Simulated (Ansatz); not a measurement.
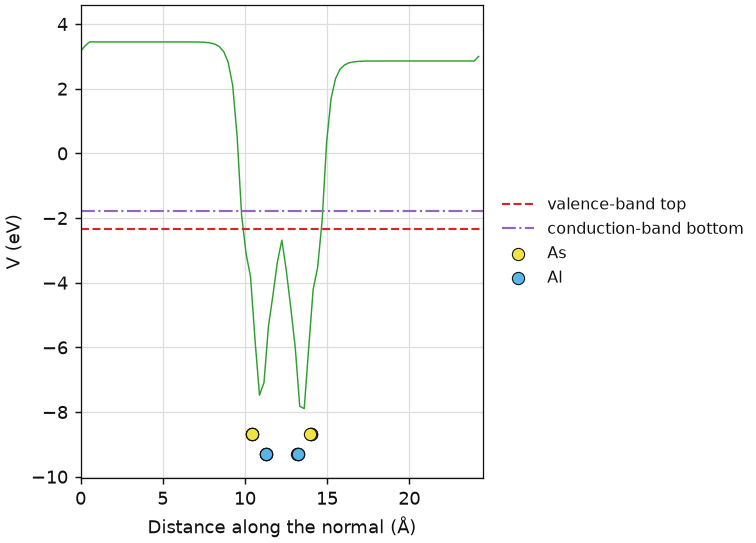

Plane-averaged electrostatic potential energy of an electron across the slab; circles at the bottom mark the heights of the atoms. System: a (111) slab cut from AlAs (F-43m), ended by Al above and As below, 16 atoms in the cell, the slab at its places in the relaxed adsorbed structure. Level of theory: DFT PBE+D3(BJ), scalar-relativistic, plane waves, PAW, no spin polarisation, 2×2×1 k mesh, 420 eV cutoff, Gaussian smearing of 0.05 eV; code Ansatz 0.2.0.

From the vacuum level at the right face the ionisation potential is 5.20 eV and the electron affinity 4.62 eV; at the left face they are 5.79 and 5.21 eV. The slab's gap, their difference before rounding, is 0.58 eV. The vacuum level is 0.59 eV higher at the left than at the right, so the slab carries a dipole along its normal; the ramp in the vacuum, at or near the edge of the plot, is the dipole correction that keeps each side flat. The outermost atoms are 3.6 Å apart, which leaves 20.9 Å of vacuum in a cell 24.5 Å high.
